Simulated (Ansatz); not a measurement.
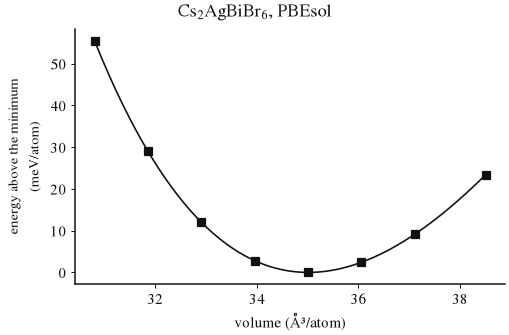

The plot gives the computed energy above the minimum against volume for Cs₂AgBiBr₆, space group Fm-3m (No. 225).

Cell as given: a = 7.911 Å, b = 7.911 Å, c = 7.911 Å, α = 60.00°, β = 60.00°, γ = 60.00°; 10 atoms.

Computed with Ansatz 0.2.0: third-order Birch-Murnaghan fit to density functional energies at scaled volumes of the given relaxed cell, shape and atoms relaxed at each volume; energies count from the fitted minimum; plane waves with PAW datasets, Γ-centred k mesh. Level: PBEsol, no spin polarisation.

- wave cutoff: 420 eV
- k mesh: 4×4×4
- occupations: Gaussian
- smearing width: 0.02 eV

### What equilibrium volume and bulk modulus follow from the curve?

A third-order Birch–Murnaghan fit gives V0 = 35.01 Å³/atom, B0 = 26.5 GPa and B′ = 5.6.
